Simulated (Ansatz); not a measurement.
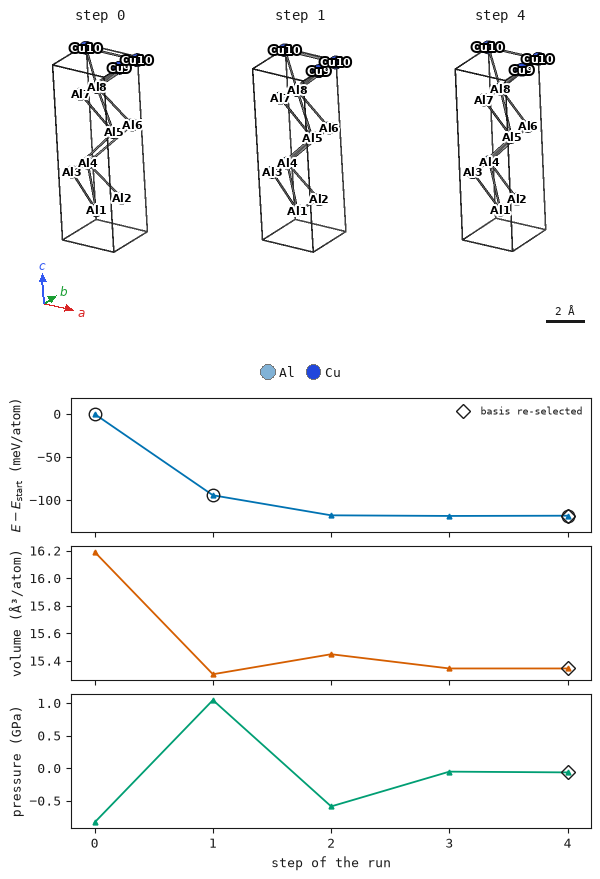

Frames of a relaxation of crystalline Al4Cu (a generated structure, set up in P1) (coarse preliminary run), marked on the history of the run. Style: ball-and-stick. Shown: the cell of the calculation, slightly off an axis.

Level of theory: DFT PBE, scalar-relativistic, plane waves, PAW in Ansatz.

Input
```yaml
crystal:
  lattice:
    - [0.0102584539, -2.9106139379, -0.0291354403]
    - [5.7303978978, -0.0205169078, -0.0746602357]
    - [-1.5636445562, 1.5587111031, 9.7435605728]
  atoms:
    - { symbol: Al, position: [0.5289066032, 0.2512228975, 0.1759663547] }
    - { symbol: Al, position: [0.658351404, 0.8180129997, 0.1898918216] }
    - { symbol: Al, position: [0.1961488299, 0.0941106553, 0.3917706577] }
    - { symbol: Al, position: [0.1617495763, 0.613320244, 0.3790586798] }
    - { symbol: Al, position: [0.8576670706, 0.3950525725, 0.6278982296] }
    - { symbol: Al, position: [0.8621845305, 0.9409664592, 0.6078301367] }
    - { symbol: Al, position: [0.3648432083, 0.225400311, 0.8328349063] }
    - { symbol: Al, position: [0.3884011848, 0.6812719413, 0.8184135742] }
    - { symbol: Cu, position: [0.9772096809, 0.4984708835, -0.0064402973] }
    - { symbol: Cu, position: [1.0045379115, 0.982171036, 0.9827759367] }
basis:
  ecutwfc: 420
kpoints:
  mp_grid: { grid: [8, 4, 8] }
hamiltonian:
  xc: pbe
scf:
  occupations: { method: gaussian, width: 0.2 }
  lower_state_search: "off"
output:
  forces: true
  stress: true
  eigenvalues: true
relax:
  adjacent_minimum: "off"
  f_tol: 0.025
  max_steps: 60
  cell: { stress_tol: 0.25 }
```

Command:
```bash
ansatz run input.yaml --threads 1 --pin off --max-ram 2560MiB --backend cpu --events-out ev --progress --plain --runs-dir out
```

What happens along the run?

Answer. Over 3 accepted moves (4 points after the start) the energy falls by 118 meV per atom. Largest force component: 1.4 eV/Å at the start, 0.024 eV/Å at the end. The pressure goes from −0.83 to −0.06 GPa. The SCF was repeated once at an unchanged geometry on a basis and grid sized afresh for the cell, which shifted the energy by 0.3 meV per atom at most. Al1 moves most relative to the cell: 0.30 Å along [3 2 0]. By element the largest moves are Al 0.30 Å, Cu 0.18 Å. The volume changes by −5.2 %, with a 2.911 → 2.839 Å (−2.5 %), b 5.731 → 5.683 Å (−0.8 %), c 9.991 → 9.722 Å (−2.7 %), α 99.8° → 98.4°, β 99.6° → 98.4°, γ 89.6° → 90.0°. Among the contacts that change: Al4–Al5 3.346 → 2.826 Å, Al1–Al2 3.249 → 2.841 Å, Al4–Al5 (another image) 3.214 → 2.825 Å, Al6–Al8 3.256 → 2.885 Å. The space group (tolerance 0.01 Å) goes from P1 (No. 1) to I4/mmm (No. 139). The run took 7.8 min on 1 thread of Intel(R) Xeon(R) Processor @ 2.70GHz, with other jobs on the host, peak memory 0.88 GiB. From step 0 to 1: Al5 moves most (0.19 Å), volume −5.5 %, energy −94.3 meV per atom. From step 1 to 4: Al1 moves most (0.16 Å), volume +0.3 %, energy −23.7 meV per atom.

```csv
step,"E − E(0), meV/atom","largest force component, eV/Å","pressure, GPa","volume, Å³/atom",note
0,0.00,1.4266,-0.83,16.191,
1,-94.30,0.6207,1.05,15.303,
2,-117.59,0.0600,-0.59,15.448,
3,-118.31,0.0239,-0.05,15.345,
4,-118.03,0.0239,-0.06,15.345,"same geometry, new basis"
```
